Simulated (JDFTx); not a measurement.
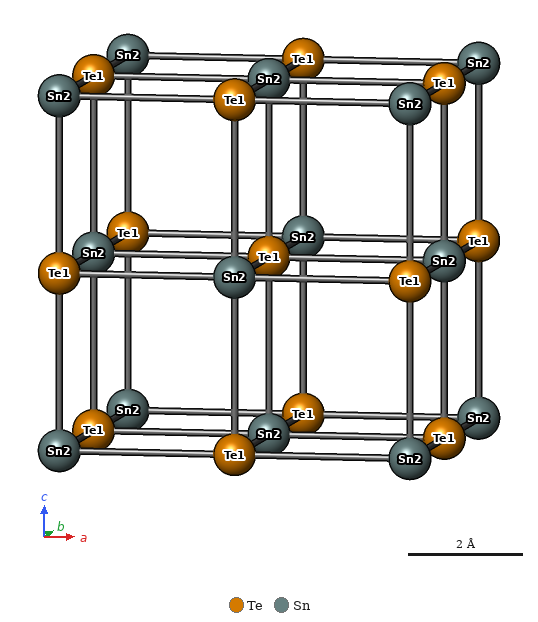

*The structure (ball-and-stick view of the cell 4 times as large as that of the calculation, set on its symmetry axes, seen slightly off an axis; atoms are numbered from 1 in the order of the input).*

# SnTe: single-point calculation

The run: single-point calculation of SnTe (2 atoms in the cell). Method and program: Kohn-Sham DFT of a periodic cell, PBEsol, PseudoDojo-SR-PBEsol-0.4.1-standard, no spin polarisation (JDFTx 1.7.0 (patched build)).

The structure derives from an entry of the Crystallography Open Database.

### The input
```
lattice Face-Centered Cubic 11.9084871196
coords-type Lattice
ion Te     0.5000000000     0.5000000000     0.5000000000 1
ion Sn     0.0000000000     0.0000000000     0.0000000000 1

ion-species pseudo/Te.upf
ion-species pseudo/Sn.upf
elec-cutoff 40 320
elec-ex-corr gga-PBEsol
kpoint-folding 7 7 7
elec-smearing Fermi 0.0018374661
elec-n-bands 22
electronic-SCF nIterations 100 energyDiffThreshold 1e-09
electronic-minimize nIterations 30 energyDiffThreshold 1e-7
converge-empty-states yes
forces-output-coords Cartesian

dump-name run.$VAR
dump End Ecomponents EigStats BandEigs Kpoints Forces Stress ElecDensity
```

Machine: 1 thread of Intel Xeon (Sapphire Rapids), 16 GiB of memory available, shared host.

Launch command:
```bash
jdftx -c 1 -i SnTe.in -o SnTe.out
```

### Log
```
*************** JDFTx 1.7.0 (patched build) ***************

Input parsed successfully to the following command list (including defaults):
[... the input with its defaults ...]

---------- Setting up symmetries ----------

Found 48 point-group symmetries of the bravais lattice
Found 48 space-group symmetries with basis
Applied RMS atom displacement 0 bohrs to make symmetries exact.

---------- Initializing the Grid ----------
R =
[            0      5.95424      5.95424  ]
[      5.95424            0      5.95424  ]
[      5.95424      5.95424            0  ]
unit cell volume = 422.192
G =
[  -0.527622   0.527622   0.527622  ]
[   0.527622  -0.527622   0.527622  ]
[   0.527622   0.527622  -0.527622  ]
Minimum fftbox size, Smin = [  68  68  68  ]
Chosen fftbox size, S = [  70  70  70  ]

---------- Initializing tighter grid for wavefunction operations ----------
R =
[            0      5.95424      5.95424  ]
[      5.95424            0      5.95424  ]
[      5.95424      5.95424            0  ]
unit cell volume = 422.192
G =
[  -0.527622   0.527622   0.527622  ]
[   0.527622  -0.527622   0.527622  ]
[   0.527622   0.527622  -0.527622  ]
Minimum fftbox size, Smin = [  48  48  48  ]
Chosen fftbox size, S = [  48  48  48  ]

---------- Exchange Correlation functional ----------
Initalized PBEsol GGA exchange.
Initalized PBEsol GGA correlation.

---------- Setting up pseudopotentials ----------
Width of ionic core gaussian charges (only for fluid interactions / plotting) set to 0

Reading pseudopotential file 'pseudo/Te.upf':
  'Te' pseudopotential, 'PBESOL' functional
  Generated using ONCVPSP code by D. R. Hamann
  16 valence electrons, 3 orbitals, 6 projectors, 1001 radial grid points, with lMax = 2
    4D    l: 2   occupation: 10.0   eigenvalue: -1.528329
    5S    l: 0   occupation:  2.0   eigenvalue: -0.556831
    5P    l: 1   occupation:  4.0   eigenvalue: -0.219319
  Core radius for overlap checks: 2.04 bohrs.

Reading pseudopotential file 'pseudo/Sn.upf':
  'Sn' pseudopotential, 'PBESOL' functional
  Generated using ONCVPSP code by D. R. Hamann
  14 valence electrons, 3 orbitals, 6 projectors, 1001 radial grid points, with lMax = 2
    4D    l: 2   occupation: 10.0   eigenvalue: -0.947846
    5S    l: 0   occupation:  2.0   eigenvalue: -0.389375
    5P    l: 1   occupation:  2.0   eigenvalue: -0.136297
  Core radius for overlap checks: 2.33 bohrs.

Initialized 2 species with 2 total atoms.

Folded 1 k-points by 7x7x7 to 343 k-points.

---------- Setting up k-points, bands, fillings ----------
Reduced to 20 k-points under symmetry.
Computing the number of bands and number of electrons
Calculating initial fillings.
nElectrons:  30.000000   nBands: 22   nStates: 20

----- Setting up reduced wavefunction bases (one per k-point) -----
average nbasis = 5100.592 , ideal nbasis = 5101.452

---------- Setting up ewald sum ----------
Optimum gaussian width for ewald sums = 2.704314 bohr.
Real space sum over 1331 unit cells with max indices [  5  5  5  ]
Reciprocal space sum over 2197 terms with max indices [  6  6  6  ]

---------- Allocating electronic variables ----------
Initializing wave functions:  linear combination of atomic orbitals
Note: number of bands (22) exceeds available atomic orbitals (18)
Te pseudo-atom occupations:   s ( 2 )  p ( 4 )  d ( 10 )
Sn pseudo-atom occupations:   s ( 2 )  p ( 2 )  d ( 10 )
	FillingsUpdate:  mu: +0.375458378  nElectrons: 30.000000
LCAOMinimize: Iter:   0  F: -161.0447347710397139  |grad|_K:  1.259e-03  alpha:  1.000e+00
	FillingsUpdate:  mu: +0.376519291  nElectrons: 30.000000
LCAOMinimize: Iter:   1  F: -161.0484051871345912  |grad|_K:  8.806e-05  alpha:  4.306e-01  linmin: -2.035e-01  cgtest:  9.497e-01
LCAOMinimize: Encountered beta<0, resetting CG.
[... 4 lines of inner loops ...]
LCAOMinimize: Encountered beta<0, resetting CG.
	FillingsUpdate:  mu: +0.376543003  nElectrons: 30.000000
LCAOMinimize: Iter:   4  F: -161.0484222296973655  |grad|_K:  4.680e-08  alpha:  4.678e-01  linmin:  1.484e-04  cgtest: -4.903e-04
LCAOMinimize: Converged (|Delta F|<1.000000e-06 for 2 iters).

-------- Electronic minimization -----------
Will mix electronic density at each iteration.
	FillingsUpdate:  mu: +0.376543003  nElectrons: 30.000000
	FillingsUpdate:  mu: +0.362700438  nElectrons: 30.000000
SCF: Cycle:  0   F: -161.082896843750945   dF: -3.447e-02   |Residual|: 2.481e-02   |deigs|: 1.197e-01
	FillingsUpdate:  mu: +0.362064534  nElectrons: 30.000000
SCF: Cycle:  1   F: -161.083718988914001   dF: -8.221e-04   |Residual|: 1.242e-02   |deigs|: 6.644e-03
	FillingsUpdate:  mu: +0.361732234  nElectrons: 30.000000
SCF: Cycle:  2   F: -161.083790204924952   dF: -7.122e-05   |Residual|: 3.397e-03   |deigs|: 2.977e-03
	FillingsUpdate:  mu: +0.361803252  nElectrons: 30.000000
SCF: Cycle:  3   F: -161.083795294377921   dF: -5.089e-06   |Residual|: 6.014e-04   |deigs|: 4.627e-04
	FillingsUpdate:  mu: +0.361834722  nElectrons: 30.000000
SCF: Cycle:  4   F: -161.083795735348843   dF: -4.410e-07   |Residual|: 1.947e-04   |deigs|: 1.098e-04
	FillingsUpdate:  mu: +0.361864517  nElectrons: 30.000000
SCF: Cycle:  5   F: -161.083795897826178   dF: -1.625e-07   |Residual|: 7.281e-05   |deigs|: 1.104e-04
	FillingsUpdate:  mu: +0.361872454  nElectrons: 30.000000
SCF: Cycle:  6   F: -161.083795918686235   dF: -2.086e-08   |Residual|: 2.438e-05   |deigs|: 4.677e-05
	FillingsUpdate:  mu: +0.361872722  nElectrons: 30.000000
SCF: Cycle:  7   F: -161.083795928789471   dF: -1.010e-08   |Residual|: 1.159e-05   |deigs|: 8.953e-05
	FillingsUpdate:  mu: +0.361872802  nElectrons: 30.000000
SCF: Cycle:  8   F: -161.083795929986906   dF: -1.197e-09   |Residual|: 4.410e-06   |deigs|: 3.424e-05
	FillingsUpdate:  mu: +0.361872892  nElectrons: 30.000000
SCF: Cycle:  9   F: -161.083795930567049   dF: -5.801e-10   |Residual|: 6.067e-07   |deigs|: 2.575e-05
	FillingsUpdate:  mu: +0.361872860  nElectrons: 30.000000
SCF: Cycle: 10   F: -161.083795930639326   dF: -7.228e-11   |Residual|: 2.432e-07   |deigs|: 9.427e-06
SCF: Converged (|Delta E|<1.000000e-09 for 2 iters).

Setting wave functions to eigenvectors of Hamiltonian
Converging empty states (this may take a while): |deigs|: 9.000e-05

# Stress tensor in Cartesian coordinates [Eh/a0^3]:
[  1.10858e-05            0            0  ]
[            0  1.10858e-05            0  ]
[            0            0  1.10858e-05  ]

# Ionic positions in lattice coordinates:
ion Te   0.500000000000000   0.500000000000000   0.500000000000000 1
ion Sn   0.000000000000000   0.000000000000000   0.000000000000000 1

# Forces in Cartesian coordinates:
force Te  -0.000000000000000   0.000000000000000  -0.000000000000000 1
force Sn   0.000000000000000   0.000000000000000  -0.000000000000000 1

# Energy components:
   Eewald =     -107.5097938216141102
       EH =       44.3469698904224430
     Eloc =     -125.9701528939326636
      Enl =      -51.7954731603665408
      Exc =      -46.1836280711889557
 Exc_core =       22.2470010702915886
       KE =      103.7812835301013479
-------------------------------------
     Etot =     -161.0837934562868554
       TS =        0.0000024743524573
-------------------------------------
        F =     -161.0837959306393259

IonicMinimize: Iter:   0  F: -161.083795930639326  |grad|_K:       -nan
IonicMinimize: None of the convergence criteria satisfied after 0 iterations.

#--- Lowdin population analysis ---
# oxidation-state Te -0.025
# oxidation-state Sn +0.083

Dumping 'run.eigStats' ...
	eMin: -1.001020 at state 14 ( [ +0.000000 +0.428571 +0.428571 ] spin 0 )
	HOMO: +0.349985 at state 3 ( [ +0.000000 +0.000000 +0.428571 ] spin 0 )
	mu  : +0.361873
	LUMO: +0.374576 at state 3 ( [ +0.000000 +0.000000 +0.428571 ] spin 0 )
	eMax: +0.775077 at state 14 ( [ +0.000000 +0.428571 +0.428571 ] spin 0 )
	HOMO-LUMO gap: +0.024591
	Optical gap  : +0.024591 at state 3 ( [ +0.000000 +0.000000 +0.428571 ] spin 0 )
Done!
```

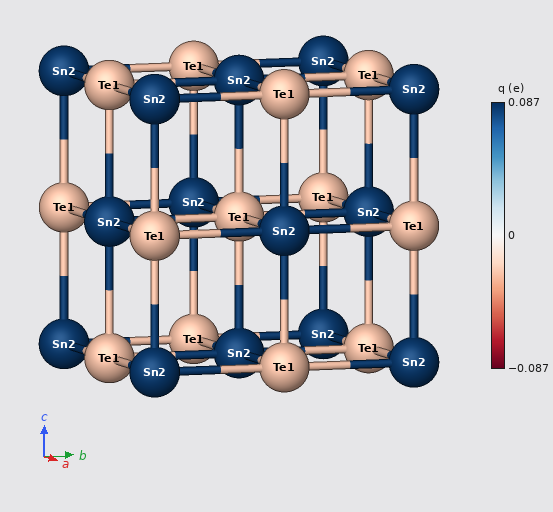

*Löwdin charges, as the colour of each atom (ball-and-stick view of the cell 4 times as large as that of the calculation, set on its symmetry axes, seen slightly off an axis; atoms are numbered from 1 in the order of the input).*

By element: Te −0.03 and Sn +0.08 e.

### Key numbers

| quantity | value |
| --- | --- |
| outcome | converged |
| space group (tolerance 0.01 Å) | Fm-3m (225) |
| electrons treated | 30 |
| free energy | −4383.3134 eV |
| Fermi energy | 9.847 eV |
| gap on the k-point mesh | 0.67 eV |
| pressure | −0.33 GPa |
| largest force (length of the vector) | under 0.001 eV/Å |
| wall time | 64 s |
| peak memory | 0.19 GiB |
